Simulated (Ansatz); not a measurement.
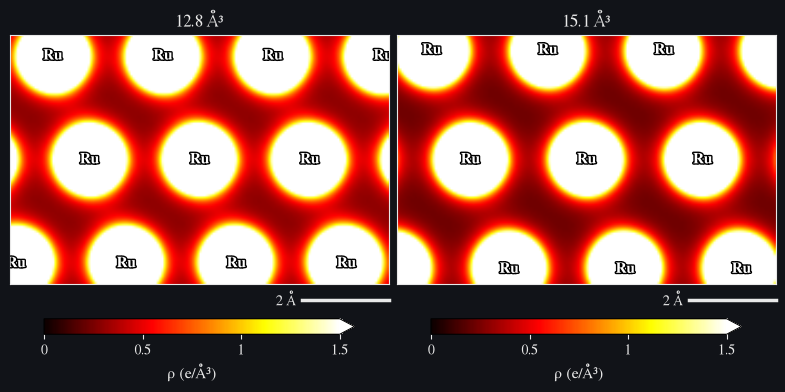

Ru. The valence pseudo-density of cells scaled evenly to different volumes (given per atom above each panel), on the (001) plane of each (indices in the axes of the cell below), at one length scale and on one colour scale.

A generated structure, not necessarily the stable one; computed without spin polarisation.

Theory: DFT, r2SCAN, plane waves (500 eV) with PAW, scalar-relativistic in Ansatz.

Core electrons are frozen (PAW), and the valence fields are smoothed inside the atomic spheres.

The largest cell:

```yaml
crystal:
  lattice:
    - [-1.55565, 1.55565, 1.55565]
    - [1.55565, -1.55565, 1.55565]
    - [1.55565, 1.55565, -1.55565]
  atoms:
    - { symbol: Ru, position: [0.00000, 0.00000, 0.00000] }
```

| volume (Å³/atom) | Ru–Ru contact in the plane (Å) | ρ at its midpoint (e/Å³) | pressure (GPa) | 
| --- | --- | --- | --- |
| 12.83 | 2.554 | 0.493 | 31.0 | 
| 14.50 | 2.661 | ? | ? | 
| 15.06 | 2.694 | 0.375 | −19.2 | 

> Estimate the missing row, and compare with the calculation.

Over the known rows ln ρ falls by 1.95 per Å of Ru–Ru distance (the line through the two), which gives 0.400 e/Å³ at 2.661 Å; the calculation gives 0.399 e/Å³. For the pressure, a straight line in volume between the neighbouring rows gives −6.6 GPa; the calculation gives −10.6, lower because pressure rises ever faster on compression.
